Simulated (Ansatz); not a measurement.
Single-point calculation, with input and output: C

- system: C (slab, 12 atoms in the cell)
- method: DFT PBE, scalar-relativistic, plane waves, PAW, no spin polarisation (Ansatz 0.2.0)

The structure derives from an entry of the Crystallography Open Database. It belongs to a series of runs on one base structure; here: (0 0 1) slab cut from the bulk. Figures and captions count atoms from 1; the log counts them from 0 in places.

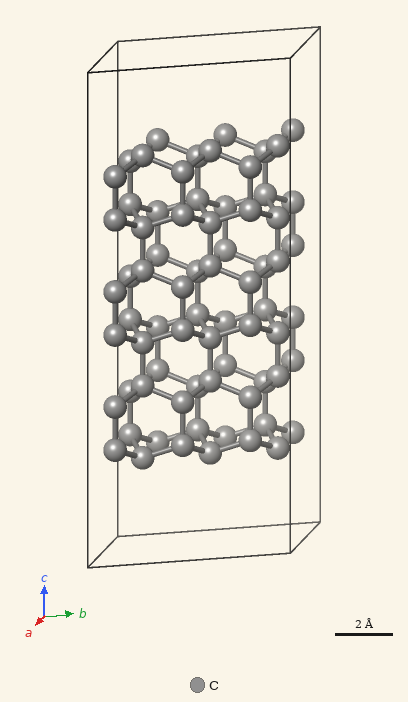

The structure as given in the input (ball-and-stick view of the 2 × 3 repeat of the cell, with the vacuum cut short, seen slightly off an axis). An atom can appear more than once, as a periodic image. Near neighbours in the periodic cell (some may lie outside the picture): C has 3 C at 1.54 Å; C has 4 C at 1.54 to 1.57 Å.

### The input
```yaml
crystal:
  lattice:
    - [2.5115635517, 0.0, 0.0]
    - [-1.2557817758, 2.175077839, 0.0]
    - [0.0, 0.0, 25.9753746325]
  atoms:
    - { symbol: C, position: [0.3333333333, 0.6666666667, 0.2887350079] }
    - { symbol: C, position: [0.6666666667, 0.3333333333, 0.3089265409] }
    - { symbol: C, position: [0.6666666667, 0.3333333333, 0.3692026981] }
    - { symbol: C, position: [0.3333333333, 0.6666666667, 0.3893942311] }
    - { symbol: C, position: [0.3333333333, 0.6666666667, 0.4496703884] }
    - { symbol: C, position: [0.6666666667, 0.3333333333, 0.4698619214] }
    - { symbol: C, position: [0.6666666667, 0.3333333333, 0.5301380786] }
    - { symbol: C, position: [0.3333333333, 0.6666666667, 0.5503296116] }
    - { symbol: C, position: [0.3333333333, 0.6666666667, 0.6106057689] }
    - { symbol: C, position: [0.6666666667, 0.3333333333, 0.6307973019] }
    - { symbol: C, position: [0.6666666667, 0.3333333333, 0.6910734591] }
    - { symbol: C, position: [0.3333333333, 0.6666666667, 0.7112649921] }
basis:
  ecutwfc: 420
kpoints:
  mp_grid: { grid: [12, 12, 1] }
hamiltonian:
  xc: pbe
scf:
  occupations: { method: gaussian, width: 0.05 }
output:
  forces: true
  stress: true
  eigenvalues: true
  write_density: true
  write_potential: true
  elf: true
  volumetric_format: npy
efield:
  axis: 3
  dipole_correction: true
  ramp_width: 0.04
```

Machine: 1 thread of Intel Xeon @ 2.50GHz (Skylake/Cascade Lake), 189 GiB of memory available, shared host.

Launch command:
```bash
ansatz run input.yaml --threads 1 --pin off --max-ram 2560MiB --backend cpu --events-out ev --progress --plain --runs-dir out
```

### The program's output
```
Engine: ansatz 0.2.0, x86_64-unknown-linux-gnu
Pseudopotentials: kind: paw
Pseudopotential: C, paw, valence charge 4, recommended cutoff 420 eV (normal), C.paw.azcp
Functional definition: PBE
  parameter kappa = 0.804
  parameter beta = 0.06672455060314922
  exchange = pbe_x(kappa = kappa, mu = beta*pi^2/3)
  correlation = pbe_c(beta = beta)
Crystal: 12 atoms, lattice volume = 141.899 Å³
Basis set: ecut = 420 eV, 2781 PW (Γ), exchange–correlation on 36×36×360 points (8 copies of the dense FFT grid, shifted against one another)
Bands: 36, of which v1, the nominal top of the filled ones, is band 24 counted from 1 (23 counted from 0)
Symmetry: 6 space group operations
k-points: 19 of 144 (time reversal used)
Non-local potential: C, projectors of the file, l = 0: 2, l = 1: 2, l = 2: 1
PAW form: soft (Blöchl's): semilocal exchange-correlation on the pseudo side does not see the compensation charge
PAW one-centre angular grid: C, 110 points (default); XC on 64 Gauss nodes
Initial density: superposition of atomic densities (neutral atoms: chi_scale 0, normalization atom), corrected by the library's trained network
Initial wavefunctions: pseudopotential atomic-orbital guess
Functional: x = pbe(κ = 0.804, μ = 0.2195149727645171), c = pbe(β = 0.06672455060314922)
SCF iter   1: F=—  HF=-3004.373891 eV  |F-HF|=—  |Δ(HF+E_count)|=         —  Δρ=1.09e-2  dr2=2.71e-1  ethr=1.77e-3  p=0.000 e·Å  D=1.25e-13 V/Å  ΔV_dip=-0.00 eV  dr2_dipole=8.98e-4  V_vac-E_F(+/−)=6.54/6.54 eV  ⟨swp⟩=8.4  Hψ=3946  notcnv=0  defer=53
efield: sawtooth ramp at fractional position 0.9800 (placed from the atoms, in the widest stretch of the axis that holds none; the zero of the levels goes with the place), width 0.0400; the density the first Hamiltonian is built on has a dipole p = 0.000 e·Å; the dipole correction subtracts the counter field D = 1.25e-13 V/Å, which shifts the + side's vacuum level by -0.00 eV against the − side's; the planar-averaged density in the ramp window peaks in size at 1.2e-4 e/Å³
preconditioner: auto → LDOS  [metal: Δε(μ)=0.022 eV  Ē_g=15.886 eV  σ=0.050 eV  W_gap=0.24  n_scr=18 (ndim 8)  ℏωp=21.6 eV  f_vac=0.456  D(μ)=12.74/eV (n_scr^D=170)  β→1.0]
SCF iter   2: F=—  HF=-3004.339427 eV  |F-HF|=—  |Δ(HF+E_count)|=   3.45e-2  Δρ=6.00e-3  dr2=1.46e-1  ethr=5.64e-4  p=-0.000 e·Å  D=-5.63e-5 V/Å  ΔV_dip=0.00 eV  dr2_dipole=9.61e-4  V_vac-E_F(+/−)=6.27/6.27 eV  ⟨swp⟩=3.2  Hψ=1081  notcnv=0  defer=86
SCF iter   3: F=—  HF=-3004.336264 eV  |F-HF|=—  |Δ(HF+E_count)|=   3.16e-3  Δρ=4.07e-3  dr2=7.87e-2  ethr=3.03e-4  p=0.000 e·Å  D=3.61e-6 V/Å  ΔV_dip=-0.00 eV  dr2_dipole=6.26e-4  V_vac-E_F(+/−)=5.96/5.96 eV  ⟨swp⟩=2.4  Hψ=824  notcnv=0  defer=89
SCF iter   4: F=—  HF=-3004.336644 eV  |F-HF|=—  |Δ(HF+E_count)|=   3.80e-4  Δρ=2.24e-3  dr2=3.83e-2  ethr=1.64e-4  p=0.000 e·Å  D=7.64e-6 V/Å  ΔV_dip=-0.00 eV  dr2_dipole=8.40e-6  V_vac-E_F(+/−)=5.65/5.65 eV  ⟨swp⟩=2.6  Hψ=916  notcnv=0  defer=89
SCF iter   5: F=—  HF=-3004.333739 eV  |F-HF|=—  |Δ(HF+E_count)|=   2.90e-3  Δρ=1.48e-3  dr2=1.99e-2  ethr=7.97e-5  p=0.000 e·Å  D=2.11e-5 V/Å  ΔV_dip=-0.00 eV  dr2_dipole=2.62e-7  V_vac-E_F(+/−)=5.54/5.54 eV  ⟨swp⟩=2.8  Hψ=867  notcnv=0  defer=89
SCF iter   6: F=—  HF=-3004.332179 eV  |F-HF|=—  |Δ(HF+E_count)|=   1.56e-3  Δρ=1.06e-3  dr2=8.86e-3  ethr=4.15e-5  p=0.000 e·Å  D=1.20e-5 V/Å  ΔV_dip=-0.00 eV  dr2_dipole=1.50e-5  V_vac-E_F(+/−)=5.58/5.58 eV  ⟨swp⟩=1.9  Hψ=711  notcnv=0  defer=89
SCF iter   7: F=—  HF=-3004.332183 eV  |F-HF|=—  |Δ(HF+E_count)|=   4.72e-6  Δρ=5.42e-4  dr2=9.91e-4  ethr=1.85e-5  p=-0.000 e·Å  D=-1.99e-6 V/Å  ΔV_dip=0.00 eV  dr2_dipole=1.07e-5  V_vac-E_F(+/−)=5.72/5.72 eV  ⟨swp⟩=3.0  Hψ=946  notcnv=0  defer=89
SCF iter   8: F=—  HF=-3004.332165 eV  |F-HF|=—  |Δ(HF+E_count)|=   1.85e-5  Δρ=2.59e-4  dr2=1.23e-4  ethr=2.06e-6  p=-0.000 e·Å  D=-6.54e-6 V/Å  ΔV_dip=0.00 eV  dr2_dipole=9.78e-6  V_vac-E_F(+/−)=5.79/5.79 eV  ⟨swp⟩=2.5  Hψ=1140  notcnv=0  defer=88
SCF iter   9: F=—  HF=-3004.332206 eV  |F-HF|=—  |Δ(HF+E_count)|=   4.08e-5  Δρ=1.61e-4  dr2=3.56e-5  ethr=2.56e-7  p=-0.000 e·Å  D=-8.42e-6 V/Å  ΔV_dip=0.00 eV  dr2_dipole=1.29e-7  V_vac-E_F(+/−)=5.81/5.81 eV  ⟨swp⟩=2.3  Hψ=1049  notcnv=0  defer=88
SCF iter  10: F=—  HF=-3004.332259 eV  |F-HF|=—  |Δ(HF+E_count)|=   5.31e-5  Δρ=8.87e-5  dr2=1.10e-5  ethr=7.42e-8  p=-0.000 e·Å  D=-5.47e-6 V/Å  ΔV_dip=0.00 eV  dr2_dipole=3.55e-7  V_vac-E_F(+/−)=5.81/5.81 eV  ⟨swp⟩=2.3  Hψ=1060  notcnv=0  defer=88
SCF iter  11: F=—  HF=-3004.332259 eV  |F-HF|=—  |Δ(HF+E_count)|=   6.91e-7  Δρ=4.05e-5  dr2=2.53e-6  ethr=2.28e-8  p=-0.000 e·Å  D=-2.79e-6 V/Å  ΔV_dip=0.00 eV  dr2_dipole=5.84e-9  V_vac-E_F(+/−)=5.81/5.81 eV  ⟨swp⟩=2.2  Hψ=997  notcnv=0  defer=88
SCF iter  12: F=—  HF=-3004.332261 eV  |F-HF|=—  |Δ(HF+E_count)|=   1.36e-6  Δρ=1.77e-5  dr2=4.91e-7  ethr=5.26e-9  p=-0.000 e·Å  D=-5.77e-7 V/Å  ΔV_dip=0.00 eV  dr2_dipole=4.05e-8  V_vac-E_F(+/−)=5.81/5.81 eV  ⟨swp⟩=2.6  Hψ=1203  notcnv=0  defer=88
SCF iter  13: F=—  HF=-3004.332261 eV  |F-HF|=—  |Δ(HF+E_count)|=   4.73e-7  Δρ=7.90e-6  dr2=1.44e-7  ethr=1.02e-9  p=-0.000 e·Å  D=-4.41e-7 V/Å  ΔV_dip=0.00 eV  dr2_dipole=1.14e-8  V_vac-E_F(+/−)=5.81/5.81 eV  ⟨swp⟩=2.1  Hψ=1040  notcnv=0  defer=88
SCF iter  14: F=-3004.332262 eV  HF=-3004.332262 eV  |F-HF|=2.85e-9  |Δ(HF+E_count)|=   3.15e-7  Δρ=2.32e-6  dr2=1.52e-8  ethr=2.08e-10  p=-0.000 e·Å  D=-2.72e-7 V/Å  ΔV_dip=0.00 eV  dr2_dipole=1.86e-10  V_vac-E_F(+/−)=5.81/5.81 eV  ⟨swp⟩=25.5  Hψ=7098  notcnv=0
SCF 1 converged in 14 iterations: F = -3004.332262 eV  dr2 = 1.52e-8
  greatest PAW one-centre occupation: 0.654 electrons in one spin orbital (limit 2), on the C atom at site 0 (counted from 0), in its partial waves of l = 0
```

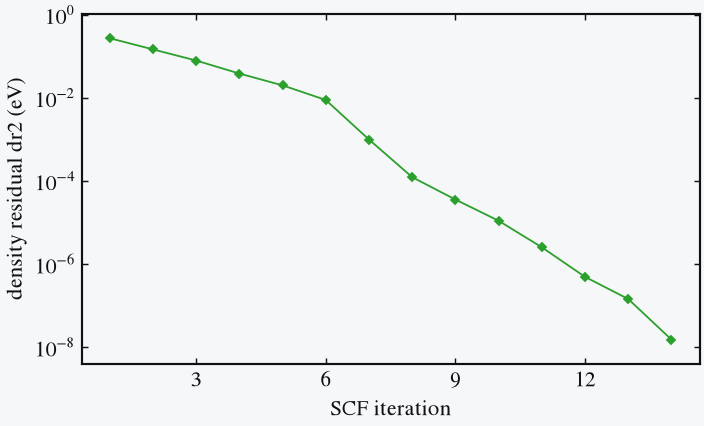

Convergence of the self-consistent field: density residual dr2 against the SCF iteration. The residual falls at every step.

```
WARN: The output density's exchange-correlation potential varies sharply where the density is thin. Do not read a vacuum level from v_tot or v_xc, or from such a field of the output density. On a cell that repeats whose density bears no net charge and no dipole along the vacuum's axis use v_es (v_loc + v_h of the components); under efield.dipole_correction with no amplitude use v_es + v_field, which holds any external_charges[].barrier, or the levels of the report's work_function block, which leave it out; under a non-zero efield.amplitude the vacuum is tilted and has no level; on a cell that repeats and bears such a dipole with no correction it is tilted too, and efield.dipole_correction with no amplitude gives each side of its ramp a level where efield: is served; in a cell that repeats whose density bears a net charge (total_charge, or a fill off its count) it is curved and has none; of a slab under crystal.periodic whose density bears no net charge use v_es, which has a level on each side, short of where the two are joined; of another it falls or rises all the way out and has none; of a slab beside external_charges read slab_vacuum_level instead, which it has where they leave it neutral. The grid or the basis barely resolves most such structure, and the values can differ between equally converged runs; as a rule a tighter scf.convergence.dr2_threshold does not remove it. Where the density itself ripples (under the LDA too) a higher basis.ecutwfc lessens it. The files hold the spikes' plane waves up to the density's cutoff. Files: v_tot_of_output_density and the like, and their columns of v_z.tsv (output.write_potential); v_xc_of_output_density and the like, and their columns of v_comp_z.tsv (output.write_potential_components). Measured: with its Gaussian average of σ = 0.25 Å subtracted twice, the exchange-correlation potential is over 0.1 eV at 161 of the grid points where the equally averaged density (valence and model cores) is under 1e-3 e/Å³, and 0.403 eV at the most among them, at an averaged density of 2.3e-7 e/Å³. The input density's (outcome.potential() and, of a run that writes arrays, v_tot and v_xc) is over 0.1 eV, so measured, at 35 points of its own thin density, 0.139 eV at the most. See output.write_potential in the manual, Limitations
SCF converged after 14 iterations
Free energy (F): -3004.332262 eV
Harris-Foulkes:  -3004.332262 eV  (|F-HF|=2.85e-9)
Internal energy: -3004.313077 eV  (E = F + TS)
E sigma→0 (E₀):  -3004.322669 eV
Entropy (-TS):   -0.019185 eV (-1.599 meV/atom)
Fermi energy:    3.601448 eV
Dipole field:    D = -0.000022 V/Å  (p = -0.000017 e·Å, saw-weighted, corrected)
Work function:   Φ+ = 5.8110 eV   Φ− = 5.8104 eV
Levels:          The Fermi level and band energies are counted from a zero that moves with the ramp; work functions are not
--- Per-component energies (eV) ---
  E_band       = -266.443764
  E_kinetic    = 1093.878429
  E_local      = -45362.850018  (includes V_loc(G=0)·N_el)
  E_nonlocal   = 320.361620
  E_hartree    = 22239.789858
  E_xc         = -579.735960
  E_vxc        = -719.157623  (∫ρ·V_xc dr)
  E_paw        = -1189.331440  (= ΣΔE_a)
  E_vpaw       = -78.251340  (= ΣTr[D̂ρ^β])
  E_aug_tail   = 0.000099  (compensation charges beyond the density's cutoff)
  E_efield     = 0.000000  (sawtooth field / dipole correction)
  E_vefield    = 0.000000  (∫n·V_field dr)
  E_ewald      = 20473.574336
  E_smearing   = -0.019185  (= −TS)
  E_closure    = -0.000000  (closes the sum)
  Σ components = -3004.332262   (vs F -3004.332262, Δ=0.00e0)
--- Forces (eV/Å), atoms counted from 1 ---
  atom   1  C      0.00000000     0.00000000     3.67795102
  atom   2  C     -0.00000000    -0.00000000    -4.42327179
  atom   3  C      0.00000000    -0.00000000     1.05316046
  atom   4  C      0.00000000     0.00000000    -0.44008552
  atom   5  C      0.00000000     0.00000000     0.19730438
  atom   6  C      0.00000000    -0.00000000    -0.14495543
  atom   7  C      0.00000000    -0.00000000     0.14495612
  atom   8  C      0.00000000     0.00000000    -0.19729466
  atom   9  C      0.00000000     0.00000000     0.44007278
  atom  10  C     -0.00000000     0.00000000    -1.05314607
  atom  11  C      0.00000000    -0.00000000     4.42324545
  atom  12  C     -0.00000000     0.00000000    -3.67793649
  max |Σ_I F_I| component: 2.46e-7 eV/Å
--- Stress (GPa, compression-positive) ---
       -0.618058      -0.000000       0.000000
       -0.000000      -0.618058       0.000000
        0.000000       0.000000      -1.556638
  P = ⅓ Tr σ = -0.9309 GPa (-9.309 kbar)
--- Band table (eV; the first three rows and the last of 19) ---
  k-point 0: bands = ["-18.4806", "-17.7682", "-16.8025", "-15.5908", "-14.1567", "-13.1759", "-9.4101", "-7.2357", "-4.8049", "-2.2134", "0.1007", "0.1007", "0.3860", "0.6755", "0.6755", "1.3957", "1.3957", "2.1886", "2.1886", "3.0878", "3.0878", "3.2620", "3.2620", "3.4107", "3.9080", "8.3372", "8.3372", "8.9362", "8.9921", "9.2854", "9.2854", "9.4365", "10.0521", "10.3464", "10.3464", "10.4901"]
  k-point 1: bands = ["-18.3091", "-17.5976", "-16.6333", "-15.4239", "-13.9930", "-13.0185", "-9.2570", "-7.0951", "-4.6855", "-2.1355", "-0.7499", "-0.2477", "-0.1534", "0.3226", "0.3354", "0.6515", "1.0666", "1.3793", "1.8700", "2.2656", "2.4731", "2.7717", "2.9438", "3.5615", "3.9268", "8.3762", "8.7956", "9.1273", "9.2115", "9.2239", "9.7072", "9.7640", "10.1415", "10.3391", "10.8497", "10.9220"]
  k-point 2: bands = ["-17.7968", "-17.0879", "-16.1281", "-14.9255", "-13.5045", "-12.5479", "-8.8109", "-6.6937", "-4.3701", "-2.7327", "-2.2798", "-1.7816", "-1.3311", "-1.0446", "-0.4475", "-0.4116", "0.2001", "0.3022", "0.6538", "0.7631", "1.1243", "2.0308", "2.2046", "3.6448", "3.7532", "8.2772", "8.8247", "9.6745", "9.7355", "9.8394", "9.8700", "10.0420", "10.8838", "10.9220", "11.3153", "11.5423"]
  k-point 18: bands = ["-11.4102", "-11.4096", "-10.8908", "-10.7088", "-10.3046", "-9.2261", "-8.6079", "-8.4507", "-7.8250", "-7.3124", "-7.3086", "-7.1279", "-6.6003", "-6.6002", "-6.2303", "-5.2094", "-4.1577", "-3.8292", "-3.3268", "-3.2657", "-1.9984", "-1.9373", "-1.3549", "3.7606", "3.8007", "7.0833", "8.9132", "11.0498", "11.1341", "11.3769", "12.5650", "13.3959", "13.4909", "13.9182", "15.3615", "15.4170"]
```

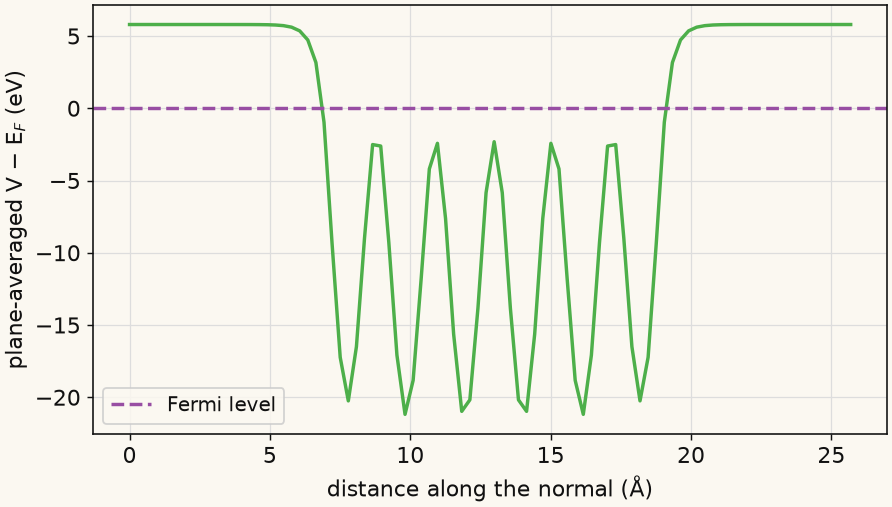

Plane average of the electrostatic potential energy of an electron across the cell, from the Fermi level. The vacuum level lies 5.81 eV above the Fermi level.

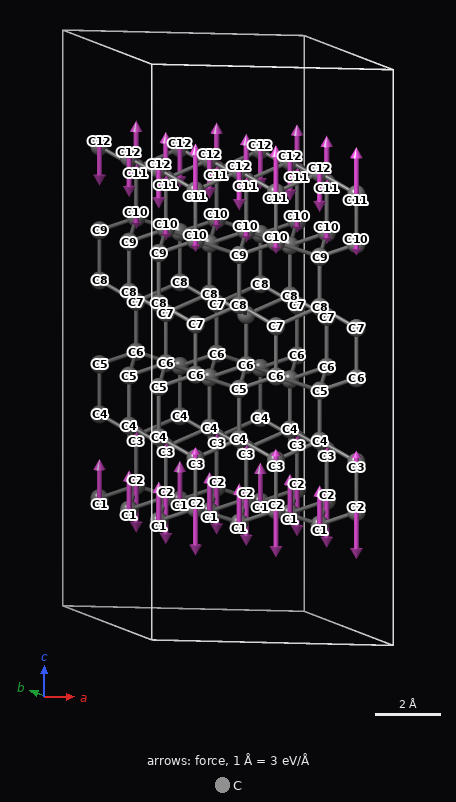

Forces on the atoms as pink arrows (ball-and-stick view of the 3 × 3 repeat of the cell, with the vacuum cut short, seen slightly off an axis; atoms are numbered from 1 in the order of the input); the smallest are left out. The largest act on C2, C11 (4.42 eV/Å); C1, C12 (3.68 eV/Å). The geometry is not a stationary point of this energy.

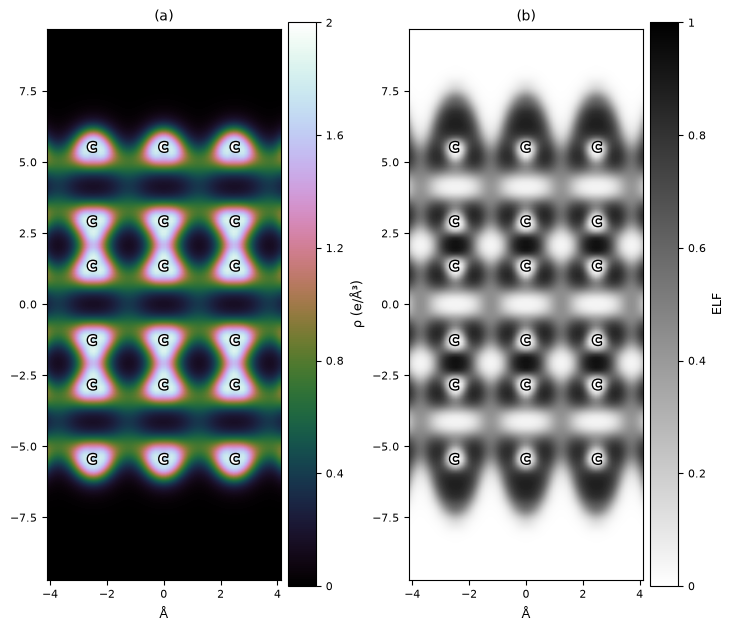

(a) valence charge density (pseudo); (b) electron localisation function on the (010) plane of the calculation cell, a cut from vacuum to vacuum. Atoms in the plane: C. The density dies away to nearly zero in the vacuum. Core electrons are frozen (PAW), so the fields are smoothed inside the atomic spheres.

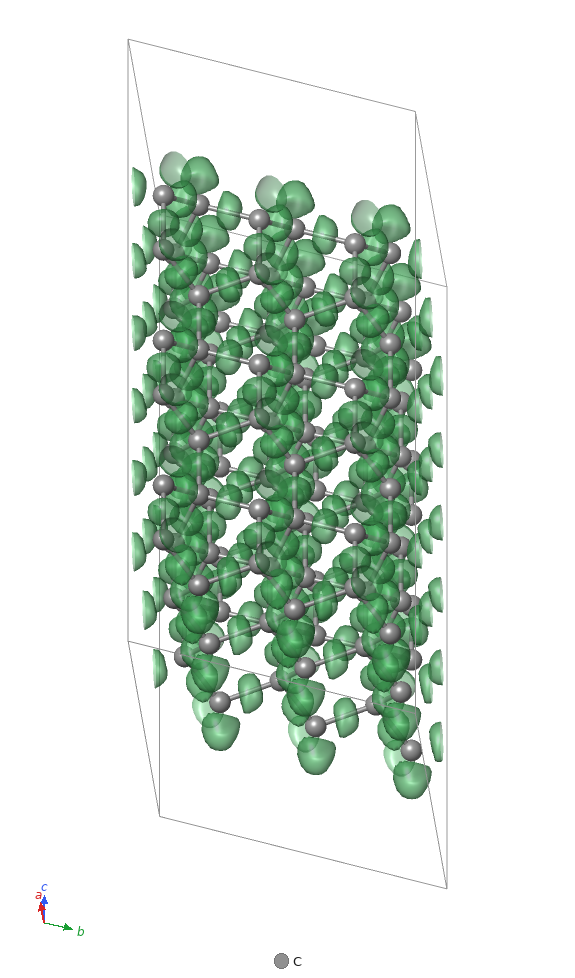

Isosurface of the electron localisation function at 0.8 (green), seen at an oblique angle. Core shells and regions of very low density are left out. Sticks mark near contacts. Along the contacts the grid gives the following. C–C (1.54 Å): the ELF peaks at about 0.95 between the atoms, which marks a covalent bond.

### Key numbers

| quantity | value |
| --- | --- |
| outcome | converged |
| electrons treated | 48 |
| free energy | −3004.3323 eV |
| work function, top face | 5.81 eV |
| work function, bottom face | 5.81 eV |
| Fermi energy | 3.601 eV |
| gap on the k-point mesh | none (metallic) |
| work function (upper face) | 5.81 eV |
| largest force (length of the vector) | 4.423 eV/Å |
| wall time | 35 s |
| peak memory | 0.39 GiB |

### Remarks

Warnings of the run: the exchange-correlation potential is rough where the density is thin.
